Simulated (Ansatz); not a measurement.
System: PtS$_{2}$.

```
Pt S
1.0
     3.54320    0.00000    0.00000
    -1.77160    3.06850    0.00000
     0.00000    0.00000    5.03880
Pt S
1 2
Direct
  0.00000 0.00000 0.00000
  0.66667 0.33333 0.77300
  0.33333 0.66667 0.22700
```

Space group P-3m1; not relaxed (largest force 0.9 eV/Å); computed pressure about 7 GPa in this cell.

Theory: Kohn-Sham DFT of a periodic cell, HSE06 form with a typed share of exact exchange, Ansatz PAW in Ansatz.

### Predict the valence pseudo-density and electron localisation function between the atoms.

Pt–S (2.34 Å): ρ is about 0.74 e/Å³ halfway; the ELF peaks at about 0.90 in the valence shell of S, 0.8 Å from its nucleus, and is about 0.50 at the midpoint.

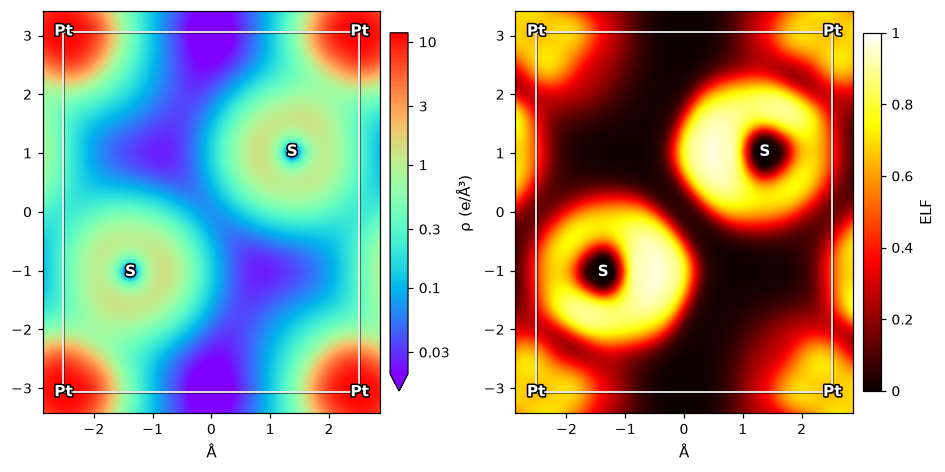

Computed valence pseudo-density and electron localisation function on the (110) plane of the conventional cell, in this order. 

In a PAW calculation such maps are meaningful between the atoms, not at the nuclei.
